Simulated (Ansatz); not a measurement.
## What SrAgCl3 in R-3c, a phase reached by a soft mode distorts into

Wanted: the energy along a soft mode of SrAgCl3 in R-3c, a phase reached by a soft mode and the structure at the end.

Main program and level: Ansatz 0.2.0; DFT PBEsol, scalar-relativistic, plane waves, PAW; PAW set soft_1.

The structure was built from a prototype and need not be the compound's stable phase.

## Step 1: The structure

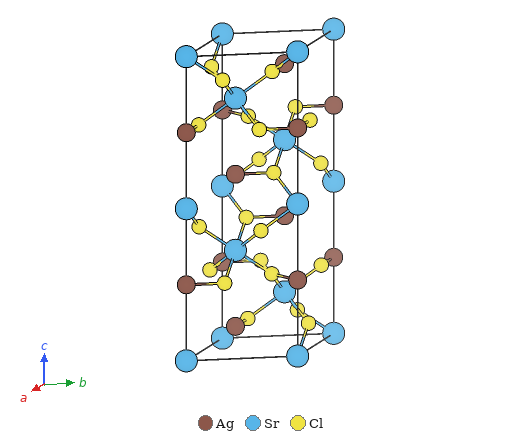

The starting structure, seen slightly off an axis (silver brown, strontium blue, chlorine yellow). This picture shows the conventional cell, with its axes. Bonds to atoms that aren't drawn are left out. Some periodic images of atoms are drawn too.

## Step 2: Modes at Γ

This phase was reached earlier by freezing in an unstable mode of a structure of higher symmetry and relaxing. Its zone-centre modes can show that it is still unstable.

Contents of input.yaml:

```yaml
crystal:
  lattice:
    - [3.5801041454, 2.0669740921, 6.5349735141]
    - [-3.5801041454, 2.0669740921, 6.5349735141]
    - [0.0, -4.1339481842, 6.5349735141]
  atoms:
    - { symbol: Ag, position: [0.75, 0.75, 0.75] }
    - { symbol: Ag, position: [0.25, 0.25, 0.25] }
    - { symbol: Sr, position: [0.5, 0.5, 0.5] }
    - { symbol: Sr, position: [0.0, 0.0, 0.0] }
    - { symbol: Cl, position: [0.4057789869, 0.75, 0.0942210131] }
    - { symbol: Cl, position: [0.5942210131, 0.25, 0.9057789869] }
    - { symbol: Cl, position: [0.9057789869, 0.5942210131, 0.25] }
    - { symbol: Cl, position: [0.0942210131, 0.4057789869, 0.75] }
    - { symbol: Cl, position: [0.25, 0.9057789869, 0.5942210131] }
    - { symbol: Cl, position: [0.75, 0.0942210131, 0.4057789869] }
kpoints:
  mp_grid: { grid: [6, 6, 6] }
hamiltonian:
  xc: pbesol
  pseudopotentials: { kind: paw, azcp: { folder: soft_1 }, xc_functional: pbe }
scf:
  occupations: { method: fixed }
output:
  eigenvalues: true
phonons:
  method: dfpt
  dielectric: true
  rigid_motions: translations
```

Started as:

```bash
$ ansatz run input.yaml --threads 4 --pin off --max-ram 16384MiB --backend cpu --events-out ev --progress --plain --runs-dir out
```

Numbers of over 12 decimals in the logs are rounded to 6 here.

The log of the run:

```text
Engine: ansatz 0.2.0, aarch64-unknown-linux-gnu
Pseudopotentials: kind: paw
Pseudopotential: Ag, paw, valence charge 19, recommended cutoff 420 eV (normal), soft_1/Ag.paw.azcp
Pseudopotential: Sr, paw, valence charge 10, recommended cutoff 420 eV (normal), soft_1/Sr.paw.azcp
Pseudopotential: Cl, paw, valence charge 7, recommended cutoff 420 eV (normal), soft_1/Cl.paw.azcp
Functional definition: PBEsol
  exchange = pbesol_x
  correlation = pbesol_c
Crystal: 10 atoms, lattice volume = 290.152 Å³
Basis set: ecut = 420 eV, 5631 PW (Γ), exchange–correlation on 108×108×108 points (8 copies of the dense FFT grid, shifted against one another)
Bands: 60, of which v1, the nominal top of the filled ones, is band 50 counted from 1 (49 counted from 0)
Symmetry: 12 space group operations
k-points: 112 of 216 (irreducible under 1 space group operation, time reversal used)
Non-local potential: Ag, projectors of the file, l = 0: 3, l = 1: 2, l = 2: 2, l = 3: 1
Non-local potential: Sr, projectors of the file, l = 0: 3, l = 1: 2, l = 2: 2
Non-local potential: Cl, projectors of the file, l = 0: 2, l = 1: 2, l = 2: 1
PAW form: soft (Blöchl's): semilocal exchange-correlation on the pseudo side does not see the compensation charge
PAW frozen core: Ag, regenerated for the run's functional, and the local potential with it (the file was generated under x = pbe(κ = 0.804, μ = 0.219515), c = pbe(β = 0.066725))
PAW frozen core: Sr, regenerated for the run's functional, and the local potential with it (the file was generated under x = pbe(κ = 0.804, μ = 0.219515), c = pbe(β = 0.066725))
PAW frozen core: Cl, regenerated for the run's functional, and the local potential with it (the file was generated under x = pbe(κ = 0.804, μ = 0.219515), c = pbe(β = 0.066725))
PAW one-centre angular grid: Ag, 590 points (default); XC on 64 Gauss nodes
PAW one-centre angular grid: Sr, 110 points (default); XC on 64 Gauss nodes
PAW one-centre angular grid: Cl, 110 points (default); XC on 64 Gauss nodes
Initial density: superposition of atomic densities (chi_scale 0.1, normalization cell, long waves kept (reshape's long-wave potential 0.00 eV rms))
Initial wavefunctions: pseudopotential atomic-orbital guess
Functional: x = pbesol(κ = 0.804, μ = 0.123457), c = pbesol(β = 0.046)
SCF iter   1: F=—  HF=-28413.769321 eV  |F-HF|=—  |Δ(HF+E_count)|=         —  Δρ=4.76e-2  dr2=1.05e1  ethr=3.10e-3  ⟨swp⟩=7.4  Hψ=33757  notcnv=0  defer=767
preconditioner: auto → Resta (q_TF=auto, 2.284 Å⁻¹)  ε∞=4.1  [insulator: Δε(μ)=3.241 eV  Ē_g=11.141 eV  n_scr=58 (ndim 8)  ℏωp=19.5 eV  f_vac=0.000  ε∞_Penn≈4.1]
SCF iter   2: F=—  HF=-28410.475549 eV  |F-HF|=—  |Δ(HF+E_count)|=    3.29e0  Δρ=1.59e-2  dr2=1.56e0  ethr=3.10e-3  ⟨swp⟩=4.4  Hψ=15647  notcnv=0  defer=863
SCF iter   3: F=—  HF=-28409.970460 eV  |F-HF|=—  |Δ(HF+E_count)|=   5.05e-1  Δρ=6.51e-3  dr2=2.82e-1  ethr=1.56e-3  ⟨swp⟩=3.9  Hψ=12306  notcnv=0  defer=884
SCF iter   4: F=—  HF=-28409.896918 eV  |F-HF|=—  |Δ(HF+E_count)|=   7.35e-2  Δρ=3.27e-3  dr2=3.76e-2  ethr=2.82e-4  ⟨swp⟩=3.8  Hψ=13805  notcnv=0  defer=895
SCF iter   5: F=—  HF=-28409.898311 eV  |F-HF|=—  |Δ(HF+E_count)|=   1.39e-3  Δρ=9.57e-4  dr2=3.11e-3  ethr=3.76e-5  ⟨swp⟩=3.9  Hψ=12645  notcnv=0  defer=896
SCF iter   6: F=—  HF=-28409.900421 eV  |F-HF|=—  |Δ(HF+E_count)|=   2.11e-3  Δρ=2.16e-4  dr2=1.63e-4  ethr=3.11e-6  ⟨swp⟩=2.3  Hψ=9880  notcnv=0  defer=896
SCF iter   7: F=—  HF=-28409.900756 eV  |F-HF|=—  |Δ(HF+E_count)|=   3.35e-4  Δρ=4.74e-5  dr2=6.90e-6  ethr=1.63e-7  ⟨swp⟩=2.0  Hψ=11128  notcnv=0  defer=896
SCF iter   8: F=—  HF=-28409.900602 eV  |F-HF|=—  |Δ(HF+E_count)|=   1.54e-4  Δρ=8.92e-6  dr2=2.22e-7  ethr=6.90e-9  ⟨swp⟩=2.1  Hψ=10362  notcnv=0  defer=896
SCF iter   9: F=—  HF=-28409.900602 eV  |F-HF|=—  |Δ(HF+E_count)|=   3.70e-7  Δρ=1.81e-6  dr2=1.39e-8  ethr=2.22e-10  ⟨swp⟩=2.0  Hψ=11169  notcnv=0  defer=896
SCF iter  10: F=—  HF=-28409.900602 eV  |F-HF|=—  |Δ(HF+E_count)|=   1.86e-8  Δρ=4.28e-7  dr2=8.44e-10  ethr=1.39e-11  ⟨swp⟩=2.0  Hψ=10960  notcnv=0  defer=896
SCF iter  11: F=-28409.900602 eV  HF=-28409.900602 eV  |F-HF|=3.64e-11  |Δ(HF+E_count)|=   1.18e-9  Δρ=1.19e-7  dr2=5.79e-11  ethr=1.00e-12  ⟨swp⟩=22.0  Hψ=62409  notcnv=0
SCF 1 converged in 11 iterations: F = -28409.900602 eV  dr2 = 5.79e-11
  greatest PAW one-centre occupation: 1.001 electrons in one spin orbital (limit 2), on the Ag atom at site 1 (counted from 0), in its partial waves of l = 0
NSCF: frozen V_eff on 6 k-points
DFPT response loops at Γ: preconditioner auto → Resta (q_TF=auto, 2.284 Å⁻¹)  ε∞=4.3 (no band partly filled); β = 1.00, the filter's whole step (`scf.mixing.beta` (0.50) is not read by the response loops at its default; to damp them type it under 1.00, their step now; it binds the ground state too); Broyden in place of MSR1
SCF converged after 11 iterations
Free energy (F): -28409.900602 eV
Harris-Foulkes:  -28409.900602 eV  (|F-HF|=3.64e-11)
Internal energy: -28409.900602 eV  (E = F + TS)
E sigma→0 (E₀):  -28409.900602 eV
Fermi energy:    3.289132 eV
--- Per-component energies (eV) ---
  E_band       = -1233.859245
  E_kinetic    = 2319.755352
  E_local      = -10521.397446  (includes V_loc(G=0)·N_el)
  E_nonlocal   = 732.467543
  E_hartree    = 4376.467398
  E_xc         = -1298.685776
  E_vxc        = -1404.175605  (∫ρ·V_xc dr)
  E_paw        = -16911.376987  (= ΣΔE_a)
  E_vpaw       = -1113.445034  (= ΣTr[D̂ρ^β])
  E_aug_tail   = 0.001369  (compensation charges beyond the density's cutoff)
  E_ewald      = -7108.516826
  E_core_change = 1.384769  (= ΣΔE_core)
  E_smearing   = -0.000000  (= −TS)
  E_closure    = 0.000000  (closes the sum)
  Σ components = -28409.900602   (vs F -28409.900602, Δ=0.00e0)
--- Band table (eV; the first three rows and the last of 112) ---
  k-point 0: bands = [... 46 lower, 3.2785, 3.2785, 3.2891, 3.2891, 6.6039, 8.3237, 9.1776, 9.1776, ... 6 higher]
  k-point 1: bands = [... 46 lower, 3.1832, 3.2216, 3.2500, 3.2706, 6.8693, 8.3098, 9.0478, 9.2426, ... 6 higher]
  k-point 2: bands = [... 46 lower, 3.0594, 3.0897, 3.1984, 3.2483, 7.4484, 8.2495, 9.0582, 9.2059, ... 6 higher]
  k-point 111: bands = [... 46 lower, 3.2351, 3.2351, 3.2351, 3.2351, 7.7255, 7.7255, 9.1678, 9.1678, ... 6 higher]
--- Phonons (Γ-DFPT): 6 representative perturbations + reference, on 112 of 216 k-points (Σ response iterations 22) ---
  k mesh reduced under 1 symmetry operation, with k and −k counted as one. Each operation leaves every solved perturbation unchanged. A smaller set is not considered because the run solves the response to a homogeneous field
  ASR residual: 3.315e-4 → 0.000e0 eV/Å²; symmetrization residual: 1.606e-5 eV/Å²
  ASR residual per site (eV/Å²): 3.45e-5 3.45e-5 3.31e-4 3.31e-4 2.86e-5 2.86e-5 3.73e-5 3.73e-5 2.86e-5 2.86e-5
  Γ frequencies (cm⁻¹): -18.35 -18.35 0.00 0.00 0.00 6.90 17.87 36.84 36.84 45.91 49.44 49.44 60.66 60.66 78.88 128.68 133.31 133.31 181.21 181.21 194.31 194.31 199.55 215.78 216.19 216.19 217.33 220.90 220.90 224.82
  ε∞ (high-frequency dielectric tensor):
        3.217194     0.000000    -0.000000
        0.000000     3.217194     0.000000
       -0.000000     0.000000     2.798600
  softest optical mode at Γ: -18.35 cm⁻¹; the repairs (sum rule, projections) moved no ω² at Γ by more than (2.18 cm⁻¹)²
  Born effective charges Z* (e; rows j = field, columns β = displacement):
    site 0:
         1.21810    0.00000   -0.00000
         0.00000    1.21810    0.00000
        -0.00000    0.00000    0.56332
    site 1:
         1.21810    0.00000   -0.00000
         0.00000    1.21810    0.00000
        -0.00000    0.00000    0.56332
    site 2:
         2.55072    0.19229   -0.00000
        -0.19229    2.55072    0.00000
        -0.00000    0.00000    2.43915
    site 3:
         2.55072   -0.19229   -0.00000
         0.19229    2.55072    0.00000
        -0.00000    0.00000    2.43915
    site 4:
        -1.25727    0.00173   -0.36650
         0.00173   -1.25528    0.21160
        -0.34801    0.20092   -1.00082
    site 5:
        -1.25727    0.00173   -0.36650
         0.00173   -1.25528    0.21160
        -0.34801    0.20092   -1.00082
    site 6:
        -1.25428    0.00000   -0.00000
         0.00000   -1.25827   -0.42320
        -0.00000   -0.40184   -1.00082
    site 7:
        -1.25428    0.00000   -0.00000
         0.00000   -1.25827   -0.42320
        -0.00000   -0.40184   -1.00082
    site 8:
        -1.25727   -0.00173    0.36650
        -0.00173   -1.25528    0.21160
         0.34801    0.20092   -1.00082
    site 9:
        -1.25727   -0.00173    0.36650
        -0.00173   -1.25528    0.21160
         0.34801    0.20092   -1.00082
  Z* charge neutrality: 6.556e-5 e pre-enforcement
  k-mesh period / interband length: 43.0 Å / 1.51 Å = 28.42 at k = (0.0000, 0.0000, 0.0000), direct gap 3.315 eV — 14 or more, which is no proof of convergence
  optical modes at Γ without the LO–TO term, one row a degenerate level:
      ω (cm⁻¹)  modes    IR ((D/Å)²/amu)
        -18.35      2             1.1264
          6.90      1             0.0000
         17.87      1             1.2431
         36.84      2             0.0000
         45.91      1             0.4689
         49.44      2             0.2853
         60.66      2             0.0000
[...]
optical modes at Γ + LO–TO along q̂ = [1.0000, 0.0000, 0.0000]:
      ω (cm⁻¹)  modes    IR ((D/Å)²/amu)
[...]
optical modes at Γ + LO–TO along q̂ = [0.0000, 1.0000, 0.0000]:
      ω (cm⁻¹)  modes    IR ((D/Å)²/amu)
[...]
optical modes at Γ + LO–TO along q̂ = [0.0000, 0.0000, 1.0000]:
      ω (cm⁻¹)  modes    IR ((D/Å)²/amu)
[...]
64.51      1             0.7244
         78.88      1             0.0000
        128.68      1             0.0000
        133.31      2             0.6051
        181.21      2             0.0000
        194.31      2            18.9664
        215.78      1             0.0000
        216.19      2             0.0000
        217.33      1             0.0000
        220.90      2             0.2023
        224.82      1             0.0000
        239.22      1             7.0134
```

Wall time 17 min (4 threads of Arm Neoverse V1, shared host); peak memory 7.1 GiB; 65 min of CPU time.

In the SCF lines HF is the Harris–Foulkes energy and dr2 the Hartree energy of the density residual, in eV; the loop may stop once dr2 is under the threshold and the program's other checks hold. Hψ counts applications of the Hamiltonian.

Numbers from this step:

| Quantity | Value |
| --- | --- |
| gap on the k-mesh | 3.315 eV |
| volume per atom | 29.02 Å³ |
| sum-rule residual before enforcement | 3.31e-4 eV/Å² |
| miss of the charge sum rule | 6.56e-5 e |
| point group | -3m |
| highest optical mode at the zone centre (no LO-TO term) | 224.8 cm⁻¹ |
| lowest optical zone-centre mode | -18.35 cm⁻¹ |
| mean high-frequency dielectric constant | 3.078 |
| largest Born charge (third of the trace) | 2.514 e |
| top of the zone-centre spectrum with the field | 246.7 cm⁻¹ |

Without the LO-TO term. Patterns of degenerate modes are one choice out of their space. Modes at Γ, with each element's share of the kinetic energy (negative means imaginary):

| mode | frequency (cm⁻¹) | symmetry | Ag % | Sr % | Cl % |
| --- | --- | --- | --- | --- | --- |
| 1 | -18.4 | Eu | 10 | 1 | 89 |
| 2 | -18.4 | Eu | 10 | 1 | 89 |
| 3 | 0.0 | acoustic | 36 | 29 | 35 |
| 4 | 0.0 | acoustic | 36 | 29 | 35 |
| 5 | 0.0 | acoustic | 36 | 29 | 35 |
| 6 | 6.9 | A2g | 91 | 0 | 9 |
| 7 | 17.9 | A2u | 35 | 0 | 64 |
| 8 | 36.8 | Eg | 18 | 0 | 82 |
| 9 | 36.8 | Eg | 18 | 0 | 82 |
| 10 | 45.9 | A2u | 29 | 44 | 27 |
| 11 | 49.4 | Eu | 23 | 52 | 25 |
| 12 | 49.4 | Eu | 23 | 52 | 25 |
| 13 | 60.7 | Eg | 63 | 0 | 37 |
| 14 | 60.7 | Eg | 63 | 0 | 37 |
| 15 | 78.9 | A2g | 9 | 0 | 91 |
| 16 | 128.7 | A1u | 0 | 93 | 7 |
| 17 | 133.3 | Eu | 12 | 88 | 0 |
| 18 | 133.3 | Eu | 12 | 88 | 0 |
| 19 | 181.2 | Eg | 1 | 0 | 99 |
| 20 | 181.2 | Eg | 1 | 0 | 99 |
| 21 | 194.3 | Eu | 7 | 23 | 70 |
| 22 | 194.3 | Eu | 7 | 23 | 70 |
| 23 | 199.6 | A2u | 0 | 27 | 73 |
| 24 | 215.8 | A2g | 0 | 0 | 100 |
| 25 | 216.2 | Eg | 18 | 0 | 82 |
| 26 | 216.2 | Eg | 18 | 0 | 82 |
| 27 | 217.3 | A1g | 0 | 0 | 100 |
| 28 | 220.9 | Eu | 12 | 7 | 81 |
| 29 | 220.9 | Eu | 12 | 7 | 81 |
| 30 | 224.8 | A1u | 0 | 7 | 93 |

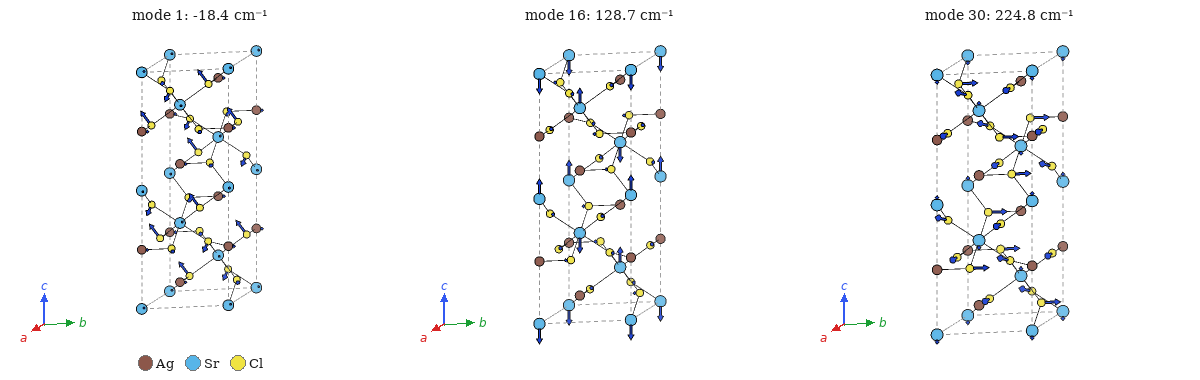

Displacement patterns of modes 1, 16 and 30 at Γ; arrows are exaggerated. Bonds to atoms that aren't drawn are left out. Some periodic images of atoms are drawn too.

Before it was imposed, the acoustic sum rule was missed by 3.3e-4 eV/Å² and the charge sum rule by 6.6e-5 e. Small misses are needed for a sound result but don't prove that mesh and cutoff are converged. The lowest optical mode is imaginary, 18.4i cm⁻¹, so the energy falls along it.

## Step 3: The mode frozen in, largest atomic shift 0 Å

The mode followed lies at Γ with frequency 18.4i cm⁻¹ and is 2-fold degenerate, the softest among the wavevectors solved. At small amplitude the distorted cell has space group no. 9 by a symmetry search on the positions. The undistorted cell that holds it gives the zero of energy on the same k mesh.

input.yaml, as its differences from that of step 2:

```diff
@@ -22,8 +22,6 @@
 scf:
-  occupations: { method: fixed }
+  occupations: { method: gaussian, width: 0.02 }
 output:
+  forces: true
+  stress: true
   eigenvalues: true
-phonons:
-  method: dfpt
-  dielectric: true
-  rigid_motions: translations
```

The log of the run:

```text
[...]
Crystal: 10 atoms, lattice volume = 290.152 Å³
Basis set: ecut = 420 eV, 5631 PW (Γ), exchange–correlation on 108×108×108 points (8 copies of the dense FFT grid, shifted against one another)
Bands: 60, of which v1, the nominal top of the filled ones, is band 50 counted from 1 (49 counted from 0)
Symmetry: 12 space group operations
[...]
k-points: 32 of 216
[...]
k-point 0: bands = [... 46 lower, 3.2785, 3.2785, 3.2891, 3.2891, 6.6039, 8.3237, 9.1775, 9.1775, ... 5 higher]
  k-point 1: bands = [... 46 lower, 3.1831, 3.2216, 3.2500, 3.2706, 6.8693, 8.3098, 9.0478, 9.2426, ... 5 higher]
  k-point 2: bands = [... 46 lower, 3.0594, 3.0897, 3.1984, 3.2483, 7.4484, 8.2495, 9.0581, 9.2059, ... 5 higher]
  k-point 31: bands = [... 46 lower, 3.2351, 3.2351, 3.2351, 3.2351, 7.7255, 7.7255, 9.1678, 9.1678, ... 5 higher]
[key lines of the parts left out:]
SCF converged after 9 iterations
Free energy (F): -28409.900602 eV
Fermi energy:    4.946557 eV
P = ⅓ Tr σ = -0.0021 GPa (-0.021 kbar)
```

Elapsed: 11 s, on 4 threads; peak memory 0.93 GiB.

This step gave:

- pressure: -0.002138 GPa
- energy from the undistorted cell: 0 meV/atom

At this level the gap is 3.31 eV on the k-mesh of the self-consistent run, which can miss the band edges.

## Step 4: The mode frozen in, largest atomic shift 0.22 Å

The atoms are moved along the unstable eigenvector, the largest shift by 0.22 Å, with the cell fixed.

input.yaml, the sections that differ from step 3:

```yaml
crystal:
  lattice:
    - [3.5801041454, 2.0669740921, 6.5349735141]
    - [-3.5801041454, 2.0669740921, 6.5349735141]
    - [0.0, -4.1339481842, 6.5349735141]
  atoms:
    - { symbol: Ag, position: [0.741611379, 0.7541943105, 0.7541943105] }
    - { symbol: Ag, position: [0.241611379, 0.2541943105, 0.2541943105] }
    - { symbol: Sr, position: [0.4991367029, 0.4982504757, 0.5026128214] }
    - { symbol: Sr, position: [-0.0008632971, 0.0026128214, -0.0017495243] }
    - { symbol: Cl, position: [0.4039000821, 0.7342916518, 0.0989220601] }
    - { symbol: Cl, position: [0.5923421083, 0.2342916518, 0.9104800339] }
    - { symbol: Cl, position: [0.9039000821, 0.5989220601, 0.2342916518] }
    - { symbol: Cl, position: [0.0923421083, 0.4104800339, 0.7342916518] }
    - { symbol: Cl, position: [0.2814166963, 0.9029568447, 0.5913988709] }
    - { symbol: Cl, position: [0.7814166963, 0.0913988709, 0.4029568447] }
# kpoints, hamiltonian, scf, output: as in step 3
```

The log of the run:

```text
[...]
Crystal: 10 atoms, lattice volume = 290.152 Å³
Basis set: ecut = 420 eV, 5631 PW (Γ), exchange–correlation on 108×108×108 points (8 copies of the dense FFT grid, shifted against one another)
Bands: 60, of which v1, the nominal top of the filled ones, is band 50 counted from 1 (49 counted from 0)
Symmetry: 2 space group operations
[...]
k-point 0: bands = [... 46 lower, 3.2307, 3.2403, 3.3169, 3.3176, 6.5967, 8.3279, 9.1719, 9.1887, ... 5 higher]
  k-point 1: bands = [... 46 lower, 3.1414, 3.1911, 3.2820, 3.2911, 6.8614, 8.3175, 9.0477, 9.2079, ... 5 higher]
  k-point 2: bands = [... 46 lower, 2.9960, 3.1210, 3.2174, 3.2715, 7.4382, 8.2471, 9.0158, 9.1449, ... 5 higher]
  k-point 67: bands = [... 46 lower, 3.1942, 3.1942, 3.2679, 3.2679, 7.7256, 7.7256, 9.1217, 9.1217, ... 5 higher]
[key lines of the parts left out:]
SCF converged after 9 iterations
Free energy (F): -28409.902742 eV
Fermi energy:    4.957127 eV
P = ⅓ Tr σ = -0.1537 GPa (-1.537 kbar)
```

It took 37 s on 4 threads; peak memory 1.2 GiB.

This step gave:

- pressure: -0.1537 GPa
- gap on the k-mesh: 3.279 eV
- energy from the undistorted cell: -0.214 meV/atom

The energy, extrapolated to zero smearing, is -0.21 meV/atom against the undistorted cell.

The run ends at a pressure of -0.15 GPa, with forces up to 0.046 eV/Å.

## Step 5: Energy along the mode, all amplitudes (two of the runs are shown above)

An imaginary frequency means negative curvature, so the energy should fall and then rise again as anharmonic terms take over.

Numbers from this step:

| Property | Result |
| --- | --- |
| depth at the lowest point sampled | 0.214 meV/atom |
| largest atomic shift at that point | 0.22 Å |

Table of energy from the parent by largest atomic shift:

| largest atomic shift (Å) | energy from the parent (meV/atom) |
| --- | --- |
| 0.000 | 0 |
| 0.040 | -0.012 |
| 0.080 | -0.045 |
| 0.140 | -0.122 |
| 0.220 | -0.214 |
| 0.320 | -0.119 |
| 0.450 | 0.893 |
| 0.600 | 4.35 |

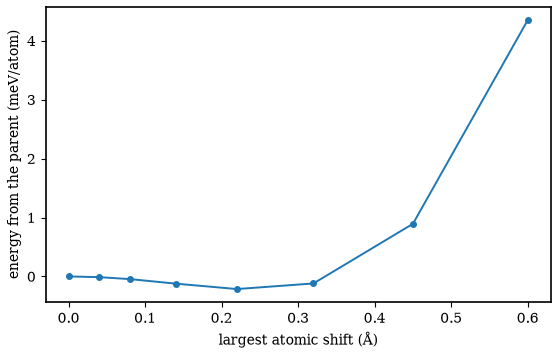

Energy from the parent against largest atomic shift.

Displacement at unit largest shift by atom:

| atom | x (Å) | y (Å) | z (Å) | size |
| --- | --- | --- | --- | --- |
| Ag1 | -0.20 | -0.12 | 0.00 | 0.24 |
| Ag2 | -0.20 | -0.12 | 0.00 | 0.24 |
| Sr3 | 0.01 | -0.07 | 0.00 | 0.08 |
| Sr4 | -0.06 | 0.05 | 0.00 | 0.08 |
| Cl5 | 0.23 | -0.25 | -0.38 | 0.51 |
| Cl6 | 0.23 | -0.25 | -0.38 | 0.51 |
| Cl7 | -0.11 | 0.32 | -0.38 | 0.51 |
| Cl8 | -0.11 | 0.32 | -0.38 | 0.51 |
| Cl9 | 0.56 | 0.32 | 0.77 | 1.00 |
| Cl10 | 0.56 | 0.32 | 0.77 | 1.00 |

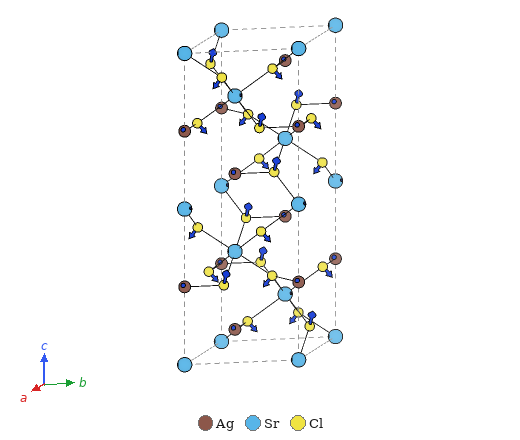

Displacement at unit largest shift as arrows, the longest 1.00 Å. Bonds to atoms that aren't drawn are left out. Some periodic images of atoms are drawn too.

The lowest of the steps tried is at 0.22 Å, 0.214 meV/atom below the parent; the bottom of the well need not coincide with a step.

[end of part 1 of 3]

[Logs are printed without paths, hosts, clocks, repeated set-up lines and the standing remarks that a program may print on its own settings, such as how far it seeks lower states.]

[Hosts, paths, dates, database ids (printed as entryN), source tags and the programs' standing remarks are cut or masked in the printed files.]
